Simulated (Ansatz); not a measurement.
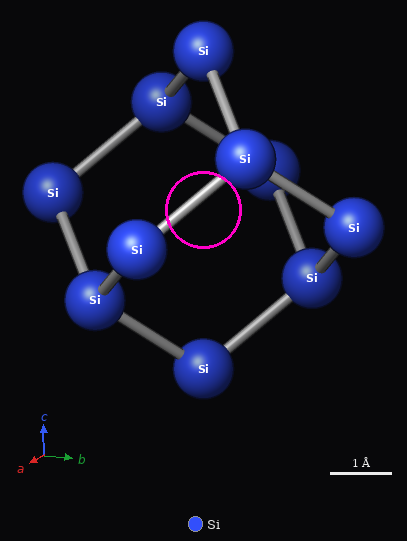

Perfect Si. A ball-and-stick model of the atoms within 3.8 Å of one point, seen slightly off an axis.

The calculation used Ansatz 0.2.0, DFT, PBEsol, PAW, plane waves. Set-up: plane-wave cutoff 420 eV; k-point mesh 1 × 1 × 1; mesh shifted by (0.25, 0.25, 0.25); collinear spin. Fermi-Dirac smearing of 0.01 eV. A uniform background neutralises the charged cell. The axes drawn are those of the host's conventional cell.

An extra iron atom is put between the host's atoms (an interstitial) at the ringed place, in charge state +1. The supercell has 64 sites, and the atoms are relaxed at the host's cell.

**How do the neighbours respond?**

The Fe atom starts with 10 Si at 2.35 to 2.72 Å around its place and ends with 10 Si at 2.38 to 2.73 Å. Of the host's atoms, a silicon atom moves furthest from its site, by 0.06 Å. The cell's net moment is 1.00 μB.

The relaxed defect, seen from the same direction:

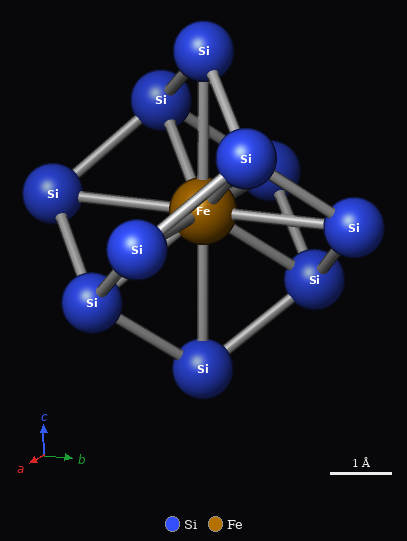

Limits of the set-up: the cell is charged, on a uniform background, and energies carry no finite-size correction.
